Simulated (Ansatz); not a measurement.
System: HfS₂, space group P-3m1 (No. 164) (cell built by us, not taken from a database).

Input file:
```
crystal:
  lattice:
    - [3.7392048372, 0.0, 0.0]
    - [-1.8696024186, 3.238246379, 0.0]
    - [0.0, 0.0, 5.7901827784]
  atoms:
    - { symbol: Hf, position: [0.0, 0.0, 0.0] }
    - { symbol: S, position: [0.3333333333, 0.6666666667, 0.2397385716] }
    - { symbol: S, position: [0.6666666667, 0.3333333333, 0.7602614284] }
kpoints:
  mp_grid: { grid: [6, 6, 4] }
hamiltonian:
  xc: r2scan
scf:
  occupations: { method: fixed }
dielectric: {}
```

Command:
```bash
ansatz run input.yaml --threads 2 --pin off --max-ram 18432MiB --backend cpu --events-out ev --progress --plain --runs-dir out
```

Computed with Ansatz 0.2.0: Born effective charges by linear response at the zone centre, in units of the proton charge, Cartesian axes of the given cell; DFT, r2SCAN, plane waves, PAW. Level: r2SCAN, no spin polarisation.

periodic directions 3; potentials PAW; wave cutoff 500 eV; k mesh 6×6×4.

What does the calculation give for the mean Born effective charge of each atom? The cases: Hf; S 1; S 2.

The largest in size is that of Hf, 5.01 e, and the charges add up to 0.00 e. Hf is the most anisotropic: its diagonal components run from 1.90 to 6.56 e.

```
atom  mean Born effective charge (e)  Born charge xx (e)  Born charge zz (e)
  Hf                            5.01               6.564               1.897
 S 1                           -2.50              -3.282              -0.949
 S 2                           -2.50              -3.282              -0.949
```

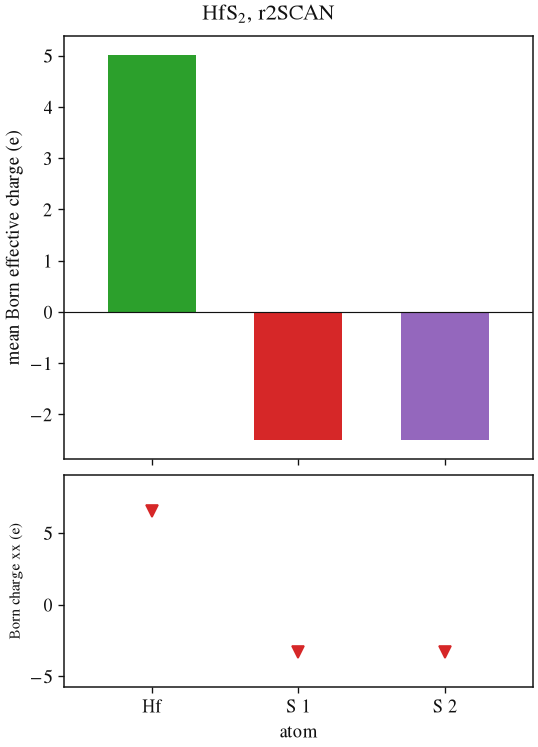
